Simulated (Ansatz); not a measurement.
# What a change does: single-point calculation on SiC

System: SiC (2 atoms in the cell).
Method of run 1: DFT HSE06, scalar-relativistic, plane waves, PAW, no spin polarisation (Ansatz 0.2.0).

Text and figures count atoms from 1; the logs count them from 0 in places.

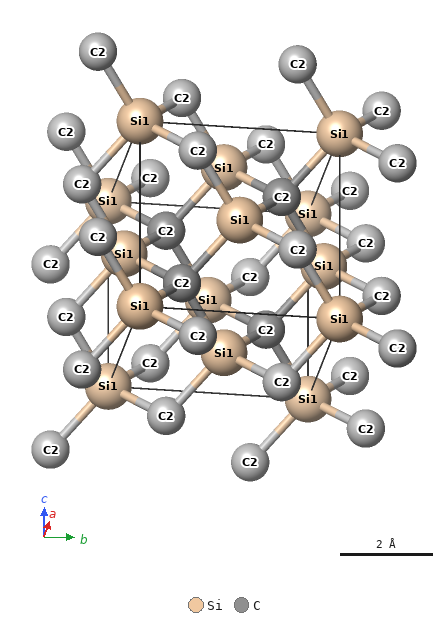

**Figure 1.** The input geometry (ball-and-stick view of the cell 4 times as large as that of the calculation, set on its symmetry axes, seen at an oblique angle; neighbours outside the cell are drawn fainter; atoms are numbered from 1 in the order of the input). An atom can appear more than once, as a periodic image.

Input file, run 1:
```yaml
crystal:
  lattice:
    - [0.0, 2.2017810714, 2.2017810714]
    - [2.2017810714, 0.0, 2.2017810714]
    - [2.2017810714, 2.2017810714, 0.0]
  atoms:
    - { symbol: Si, position: [0.0, 0.0, 0.0] }
    - { symbol: C, position: [0.25, 0.25, 0.25] }
basis:
  ecutwfc: 420
kpoints:
  mp_grid: { grid: [6, 6, 6] }
hamiltonian:
  xc: hse06
scf:
  occupations: { method: gaussian, width: 0.05 }
output:
  forces: true
  stress: true
  eigenvalues: true
```

Command:
```bash
ansatz run input.yaml --threads 4 --pin off --max-ram 12288MiB --backend cpu --events-out ev --progress --plain --runs-dir out
```

Hardware: 4 threads of Arm Neoverse V1, 24 GiB of memory available, shared host.

Output, shortened to warnings, some set-up lines, iterations and results (run 1):
```
Warning: output.stress: scf.convergence.dr2_threshold = 1e-7 eV (the SCF's general default) is looser than the 2e-10 eV advised for a printed stress (1e-10 eV for each atom of the cell: 2). What an SCF threshold leaves in a stress goes as its square root, and in the free energy as the threshold itself, and one threshold admits the most on a small cell: of the crystals measured, under no hybrid …
Warning: output.stress: scf.exx.energy_threshold = 1e-6 eV is looser than the 2e-8 eV advised for a stress under a hybrid functional (1e-8 eV for each atom of the cell: 2). Every SCF of the exchange loop can meet its threshold on dr2 while the loop round them stops early: no threshold on dr2 bounds what that leaves in the stress. Set scf.exx.energy_threshold to 2e-8 eV or tighter. The threshold …
Basis set: ecut = 420 eV, 411 PW (Γ), exchange–correlation on 48×48×48 points (8 copies of the dense FFT grid, shifted against one another)
Symmetry: 24 space group operations
k-points: 16 of 216 (time reversal used)
Initial density: superposition of atomic densities (neutral atoms: chi_scale 0, normalization atom), corrected by the library's trained network
[...]
SCF iter   1: F=—  HF=-887.142910 eV  |F-HF|=—  |Δ(HF+E_count)|=         —  Δρ=1.74e-3  dr2=5.82e-4  ethr=1.77e-3  ⟨swp⟩=6.4  Hψ=611  notcnv=0
SCF iter   2: F=-887.142956 eV  HF=-887.142920 eV  |F-HF|=3.54e-5  |Δ(HF+E_count)|=   1.01e-5  Δρ=6.14e-4  dr2=3.57e-5  ethr=4.27e-7  ⟨swp⟩=2.1  Hψ=473  notcnv=0
SCF 1 stopped early in 2 iterations: F = -887.142956 eV  dr2 = 3.57e-5
SCF iter   1: F=—  HF=-887.762723 eV  |F-HF|=—  |Δ(HF+E_count)|=         —  Δρ=5.54e-3  dr2=4.16e-3  ethr=4.46e-6  ⟨swp⟩=6.2  Hψ=627  notcnv=0
SCF iter   2: F=—  HF=-887.761082 eV  |F-HF|=—  |Δ(HF+E_count)|=   1.64e-3  Δρ=2.57e-3  dr2=9.11e-4  ethr=4.46e-6  ⟨swp⟩=3.0  Hψ=256  notcnv=0
SCF iter   3: F=—  HF=-887.763055 eV  |F-HF|=—  |Δ(HF+E_count)|=   1.97e-3  Δρ=7.08e-4  dr2=1.20e-4  ethr=4.46e-6  ⟨swp⟩=3.1  Hψ=240  notcnv=0
SCF iter   4: F=—  HF=-887.763020 eV  |F-HF|=—  |Δ(HF+E_count)|=   3.50e-5  Δρ=2.21e-4  dr2=1.31e-5  ethr=1.37e-6  ⟨swp⟩=3.0  Hψ=235  notcnv=0
SCF iter   5: F=-887.763035 eV  HF=-887.763035 eV  |F-HF|=5.30e-7  |Δ(HF+E_count)|=   1.54e-5  Δρ=9.36e-5  dr2=1.46e-6  ethr=1.36e-7  ⟨swp⟩=2.9  Hψ=265  notcnv=0
SCF 2 stopped early in 5 iterations: F = -887.763035 eV  dr2 = 1.46e-6
SCF iter   1: F=—  HF=-887.763025 eV  |F-HF|=—  |Δ(HF+E_count)|=         —  Δρ=3.40e-5  dr2=2.19e-7  ethr=3.20e-7  ⟨swp⟩=4.8  Hψ=371  notcnv=0
SCF iter   2: F=-887.763025 eV  HF=-887.763025 eV  |F-HF|=8.15e-10  |Δ(HF+E_count)|=   5.47e-8  Δρ=8.57e-6  dr2=1.19e-8  ethr=2.67e-9  ⟨swp⟩=2.7  Hψ=206  notcnv=0
SCF 3 converged in 2 iterations: F = -887.763025 eV  dr2 = 1.19e-8
  Residual-converged pass: ⟨swp⟩=3.8  Hψ=277  notcnv=0  max |occ|·‖R‖ = 2.4e-6 eV (tolerance 2.4e-6 eV)  dr2=1.15e-8  dr2_onsite=3.48e-10  max |Δocc| = 4.6e-228
hybrid outer 2: dexx = +2.972e-8 eV, tail = 2.50e-8 eV, Δε = 1.22e-3 eV (about 1.28e-4 eV left of the loop's levels)
hybrid SCF converged: 2 outer / 7 inner (+2 warm-up), last move |dexx| = 2.97e-8 eV, tail = 2.50e-8 eV
Stability not checked: this state was not tested for a lower state beside it, because the functional holds exact exchange (a hybrid, or Hartree-Fock), whose exchange loop this test does not read (fock_operator; see scf.lower_state_search)
Free energy (F): -887.763025 eV
Frozen-core exchange: fock
Harris-Foulkes:  -887.763025 eV  (|F-HF|=8.15e-10)
Internal energy: -887.763025 eV  (E = F + TS)
E sigma→0 (E₀):  -887.763025 eV
Fermi energy:    9.620214 eV
--- Per-component energies (eV) ---
  E_band       = 16.811112
  E_kinetic    = 134.042770
  E_local      = -105.182157  (includes V_loc(G=0)·N_el)
  E_nonlocal   = 50.144646
  E_hartree    = 32.461031
  E_xc         = -85.280732
  E_vxc        = -87.787103  (∫ρ·V_xc dr)
  E_exx        = -15.053746  (= α·E_x^exact, valence–valence)
  E_paw        = -616.981290  (= ΣΔE_a)
  E_vpaw       = -9.220871  (= ΣTr[D̂ρ^β])
  E_aug_tail   = 0.000012  (compensation charges beyond the density's cutoff)
  E_ewald      = -281.837220
  E_core_change = -0.076335  (= ΣΔE_core)
  E_smearing   = -0.000000  (= −TS)
  E_closure    = -0.000004  (closes the sum)
  Σ components = -887.763025   (vs F -887.763025, Δ=1.14e-13)
--- Forces (eV/Å), atoms counted from 1 ---
  atom   1  Si     0.00000000    -0.00000000    -0.00000000
  atom   2  C     -0.00000000     0.00000000     0.00000000
  max |Σ_I F_I| component: 1.11e-16 eV/Å
--- Stress (GPa, compression-positive) ---
       -8.074102       0.000000      -0.000000
       -0.000000      -8.074102       0.000000
        0.000000       0.000000      -8.074102
  P = ⅓ Tr σ = -8.0741 GPa (-80.741 kbar)
```

The input of run 2 differs as follows (lines with − go, lines with + come):
```diff
-    - [0.0, 2.2017810714, 2.2017810714]
-    - [2.2017810714, 0.0, 2.2017810714]
-    - [2.2017810714, 2.2017810714, 0.0]
+    - [0.0, 2.1477430014, 2.1477430014]
+    - [2.1477430014, 0.0, 2.1477430014]
+    - [2.1477430014, 2.1477430014, 0.0]
-  mp_grid: { grid: [6, 6, 6] }
+  mp_grid: { grid: [8, 8, 8] }
```

Predict how the results change.

With the same functional and potentials, run 2 lies 3.7 meV per atom lower (other lines of the input change too). The gap on the mesh goes from 2.25 to 2.20 eV. The pressure goes from −8.07 to 9.29 GPa. The volume per atom goes from 10.67 to 9.91 Å³. The number of SCF iterations is the same. The irreducible k-points go from 16 to 29. The plane waves at Γ go from 411 to 387. On the same kind of shared host run 2 took about 1.7 times as long.

Output, shortened to warnings, some set-up lines, iterations and results (run 2):
```
Warning: output.stress: scf.convergence.dr2_threshold = 1e-7 eV (the SCF's general default) is looser than the 2e-10 eV advised for a printed stress (1e-10 eV for each atom of the cell: 2). What an SCF threshold leaves in a stress goes as its square root, and in the free energy as the threshold itself, and one threshold admits the most on a small cell: of the crystals measured, under no hybrid …
Warning: output.stress: scf.exx.energy_threshold = 1e-6 eV is looser than the 2e-8 eV advised for a stress under a hybrid functional (1e-8 eV for each atom of the cell: 2). Every SCF of the exchange loop can meet its threshold on dr2 while the loop round them stops early: no threshold on dr2 bounds what that leaves in the stress. Set scf.exx.energy_threshold to 2e-8 eV or tighter. The threshold …
Basis set: ecut = 420 eV, 387 PW (Γ), exchange–correlation on 48×48×48 points (8 copies of the dense FFT grid, shifted against one another)
Symmetry: 24 space group operations
k-points: 29 of 512 (time reversal used)
Initial density: superposition of atomic densities (neutral atoms: chi_scale 0, normalization atom), corrected by the library's trained network
[...]
SCF iter   1: F=—  HF=-887.104286 eV  |F-HF|=—  |Δ(HF+E_count)|=         —  Δρ=1.54e-3  dr2=3.35e-4  ethr=1.77e-3  ⟨swp⟩=6.4  Hψ=1111  notcnv=0
SCF iter   2: F=-887.104400 eV  HF=-887.104357 eV  |F-HF|=4.28e-5  |Δ(HF+E_count)|=   7.14e-5  Δρ=5.97e-4  dr2=2.28e-5  ethr=2.78e-7  ⟨swp⟩=2.0  Hψ=887  notcnv=0
SCF 1 stopped early in 2 iterations: F = -887.104400 eV  dr2 = 2.28e-5
SCF iter   1: F=—  HF=-887.769974 eV  |F-HF|=—  |Δ(HF+E_count)|=         —  Δρ=5.46e-3  dr2=3.71e-3  ethr=2.85e-6  ⟨swp⟩=6.3  Hψ=1166  notcnv=0
SCF iter   2: F=—  HF=-887.768522 eV  |F-HF|=—  |Δ(HF+E_count)|=   1.45e-3  Δρ=2.57e-3  dr2=8.26e-4  ethr=2.85e-6  ⟨swp⟩=3.0  Hψ=464  notcnv=0
SCF iter   3: F=—  HF=-887.770361 eV  |F-HF|=—  |Δ(HF+E_count)|=   1.84e-3  Δρ=7.23e-4  dr2=1.15e-4  ethr=2.85e-6  ⟨swp⟩=3.1  Hψ=450  notcnv=0
SCF iter   4: F=—  HF=-887.770325 eV  |F-HF|=—  |Δ(HF+E_count)|=   3.54e-5  Δρ=1.93e-4  dr2=9.59e-6  ethr=1.32e-6  ⟨swp⟩=3.0  Hψ=419  notcnv=0
SCF iter   5: F=-887.770339 eV  HF=-887.770340 eV  |F-HF|=4.80e-7  |Δ(HF+E_count)|=   1.47e-5  Δρ=8.70e-5  dr2=1.19e-6  ethr=9.44e-8  ⟨swp⟩=3.1  Hψ=528  notcnv=0
SCF 2 stopped early in 5 iterations: F = -887.770339 eV  dr2 = 1.19e-6
SCF iter   1: F=—  HF=-887.770329 eV  |F-HF|=—  |Δ(HF+E_count)|=         —  Δρ=2.96e-5  dr2=1.30e-7  ethr=2.88e-7  ⟨swp⟩=4.7  Hψ=658  notcnv=0
SCF iter   2: F=-887.770329 eV  HF=-887.770329 eV  |F-HF|=3.76e-10  |Δ(HF+E_count)|=   2.49e-8  Δρ=8.22e-6  dr2=9.95e-9  ethr=1.57e-9  ⟨swp⟩=3.0  Hψ=415  notcnv=0
SCF 3 converged in 2 iterations: F = -887.770329 eV  dr2 = 9.95e-9
  Residual-converged pass: ⟨swp⟩=3.1  Hψ=468  notcnv=0  max |occ|·‖R‖ = 2.3e-6 eV (tolerance 2.4e-6 eV)  dr2=9.87e-9  dr2_onsite=2.66e-10  max |Δocc| = 5.8e-221
hybrid outer 2: dexx = +2.964e-8 eV, tail = 2.10e-8 eV, Δε = 1.22e-3 eV (about 1.18e-4 eV left of the loop's levels)
hybrid SCF converged: 2 outer / 7 inner (+2 warm-up), last move |dexx| = 2.96e-8 eV, tail = 2.10e-8 eV
Stability not checked: this state was not tested for a lower state beside it, because the functional holds exact exchange (a hybrid, or Hartree-Fock), whose exchange loop this test does not read (fock_operator; see scf.lower_state_search)
Free energy (F): -887.770329 eV
Frozen-core exchange: fock
Harris-Foulkes:  -887.770329 eV  (|F-HF|=3.76e-10)
Internal energy: -887.770329 eV  (E = F + TS)
E sigma→0 (E₀):  -887.770329 eV
Fermi energy:    10.512741 eV
--- Per-component energies (eV) ---
  E_band       = 22.504018
  E_kinetic    = 138.135574
  E_local      = -100.742712  (includes V_loc(G=0)·N_el)
  E_nonlocal   = 51.183605
  E_hartree    = 31.731556
  E_xc         = -86.343007
  E_vxc        = -89.146401  (∫ρ·V_xc dr)
  E_exx        = -15.408928  (= α·E_x^exact, valence–valence)
  E_paw        = -617.321738  (= ΣΔE_a)
  E_vpaw       = -9.570670  (= ΣTr[D̂ρ^β])
  E_aug_tail   = 0.000013  (compensation charges beyond the density's cutoff)
  E_ewald      = -288.928357
  E_core_change = -0.076335  (= ΣΔE_core)
  E_smearing   = -0.000000  (= −TS)
  E_closure    = -0.000002  (closes the sum)
  Σ components = -887.770329   (vs F -887.770329, Δ=0.00e0)
--- Forces (eV/Å), atoms counted from 1 ---
  atom   1  Si     0.00000000    -0.00000000     0.00000000
  atom   2  C     -0.00000000    -0.00000000     0.00000000
  max |Σ_I F_I| component: 1.85e-16 eV/Å
--- Stress (GPa, compression-positive) ---
        9.287551      -0.000000      -0.000000
        0.000000       9.287551       0.000000
        0.000000       0.000000       9.287551
  P = ⅓ Tr σ = 9.2876 GPa (92.876 kbar)
```

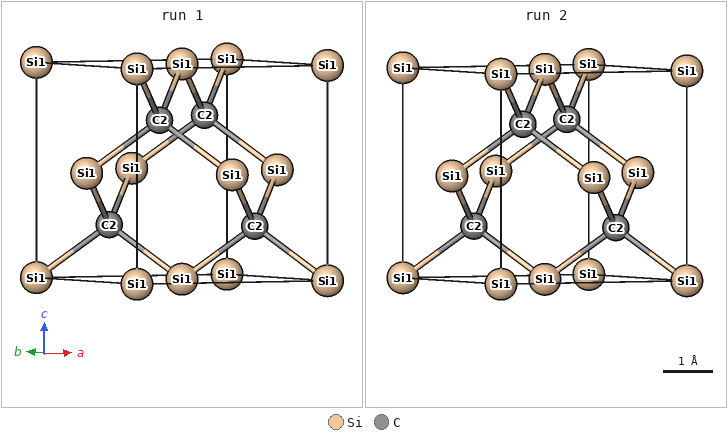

**Figure 2.** The two input geometries at one scale (ball-and-stick view of the cell 4 times as large as that of the calculation, set on its symmetry axes, seen at an oblique angle). No atom moves by more than 0.005 Å relative to the cell. Cell: a = b = c 4.404 → 4.295 Å (−2.5 %). Volume −7.2 %. Among the contacts that change: Si1–C2 1.907 → 1.860 Å.

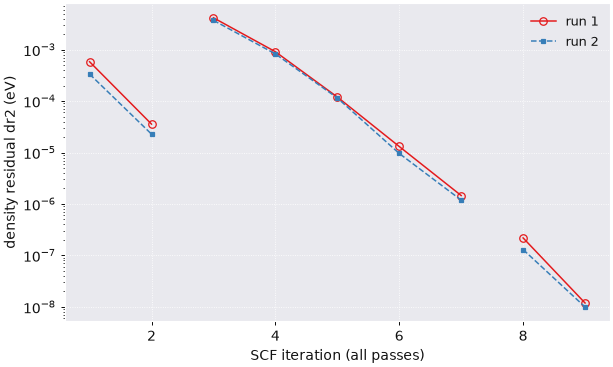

**Figure 3.** Convergence of the two runs: density residual dr2 against the SCF iteration. A break in a curve parts two SCF passes. Run 1 takes 9 iterations in all, and run 2 takes 9.

The two runs side by side:

| quantity | run 1 | run 2 |
| --- | --- | --- |
| outcome | converged | converged |
| free energy per atom (eV) | −443.8815 | −443.8852 |
| gap on the mesh (eV) | 2.25 | 2.20 |
| pressure (GPa) | −8.07 | 9.29 |
| volume per atom (Å³) | 10.67 | 9.91 |
| largest force (eV/Å) | 0.000 | 0.000 |
| SCF iterations | 9 | 9 |
| irreducible k-points | 16 | 29 |
| plane waves at Γ | 411 | 387 |
| wall time (shared host) | 3.7 s | 6.4 s |

For both runs: Warnings: the exchange loop's threshold is looser than advised for the stress; the SCF threshold is looser than advised for the printed stress. For run 1: The cell is under a tension of 8.1 GPa at this level, so it is not at its equilibrium volume. For run 2: The cell is under a pressure of 9.3 GPa at this level, so it is not at its equilibrium volume.
